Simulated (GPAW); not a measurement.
# SiC (Moissanite): optical spectrum from first principles

Aim: the dielectric function of SiC (Moissanite), and the optical constants that follow from it.

Program: GPAW 26.7.0. Level of theory: DFT, PBE, plane-wave PAW (GPAW data sets), scalar-relativistic, RPA, optical limit. Results are calculated unless marked as measured.

## 1. Starting point

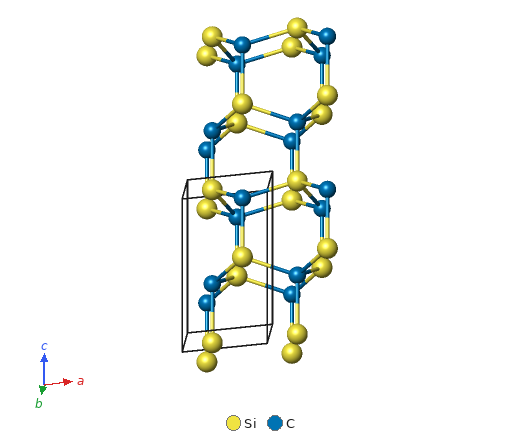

The cell as given, from a free direction (silicon yellow, carbon blue). 2×2×2 cells are drawn. Some periodic images of atoms are drawn too.

## 2. Ground state

The self-consistent density comes first; it also tells whether there is a gap, which decides the occupations and the need for a Drude term.

This step: DFT, PBE, plane-wave PAW (GPAW data sets), scalar-relativistic, ground state (GPAW 26.7.0).

Input file gs.py:

```python
from ase import Atoms
from ase.dft.bandgap import bandgap
from gpaw import GPAW, PW, FermiDirac

atoms = Atoms(['Si', 'Si', 'C', 'C'],
              cell=[[3.076000000000, 0.000000000000, 0.000000000000],
                    [-1.538000000000, 2.663894142000, 0.000000000000],
                    [0.000000000000, 0.000000000000, 5.048000000000]],
              scaled_positions=[[0.666666666700, 0.333333333300, 0.500000000000],
                                [0.333333333300, 0.666666666700, 0.000000000000],
                                [0.666666666700, 0.333333333300, 0.885000000000],
                                [0.333333333300, 0.666666666700, 0.385000000000]],
              pbc=[True, True, True])
atoms.calc = GPAW(mode=PW(550), xc='PBE', kpts={'size': (9, 9, 5), 'gamma': True},
                  occupations=FermiDirac(0.05), maxiter=150, txt='gs.txt')
print('energy (eV)', atoms.get_potential_energy())
print('Fermi level (eV)', atoms.calc.get_fermi_level())
print('valence electrons', atoms.calc.get_number_of_electrons())
print('gap (eV)', bandgap(atoms.calc, output=None)[0])
print('direct gap (eV)', bandgap(atoms.calc, direct=True, output=None)[0])
atoms.calc.write('gs.gpw')
```

The run is started by

```
$ OMP_NUM_THREADS=1 python gs.py
```

Input file nscf.py:

```python
from ase.dft.bandgap import bandgap
from gpaw import GPAW, FermiDirac

calc = GPAW('gs.gpw').fixed_density(kpts={'size': (12, 12, 6), 'gamma': True}, nbands=39, convergence={'bands': 33},
                                    occupations=FermiDirac(0.001), txt='nscf.txt')
print('gap (eV)', bandgap(calc, output=None)[0])
print('direct gap (eV)', bandgap(calc, direct=True, output=None)[0])
print('top band over the Fermi level (eV)', min(calc.get_eigenvalues(kpt=k)[32] for k in range(len(calc.get_ibz_k_points()))) - calc.get_fermi_level())
calc.write('full.gpw', mode='all')
```

Input file df.py:

```python
from gpaw.response.df import DielectricFunction

df = DielectricFunction('full.gpw', frequencies={'type': 'nonlinear', 'domega0': 0.03, 'omega2': 8},
                        ecut=50,
                        eta=0.12,
                        nbands=33,
                        txt='df.txt')
for direction in ['x', 'z']:
    df.get_dielectric_function(xc='RPA', direction=direction, filename=f'df_{direction}.csv')
```

Before running: what should come out for the electronic dielectric constant ε∞, mean over x, y and z (RPA); and main peak of Im epsilon, first axis?

At this level (PBE, RPA) SiC has a mean ε∞ = 6.80 and n = 2.58 at 1550 nm (E ∥ x), and Im ε peaks at 6.3 eV (E ∥ x). On the mesh the gap is 2.31 eV and the least direct gap 4.07 eV, so on this mesh the band edges lie at different points. Local fields change the static value along x from 7.02 to 6.61 (-6 %).

* electronic dielectric constant ε∞, mean over x, y and z (by symmetry where fewer were run) (RPA): 6.80
* main peak of Im epsilon, first axis: 6.27 eV

Distinct maxima of Im ε, read by a parabola through the highest points, lie at 6.27 eV (17), 7.33 eV (16), 9.10 eV (9.7) and 10.72 eV (5.3) for E ∥ x. The static values by axis are 6.61 (x), 7.18 (z). At 1064 nm the birefringence n(z) − n(x) is +0.114: the crystal is uniaxial positive at this level. Excitons and phonon-assisted transitions are missing; PBE gaps are as a rule too small, which pulls the onset down and ε∞ up. The sum runs over mesh points, so small or evenly spaced maxima can still be ripples of the mesh.

[Machine, clock and banner lines and Python warnings are left out of the logs.]

[Logs are printed without paths, hosts, clocks, repeated set-up lines and the standing remarks that a program may print on its own settings, such as how far it seeks lower states.]

[Hosts, paths, dates, database ids (printed as entryN), source tags and the programs' standing remarks are cut or masked in the printed files.]
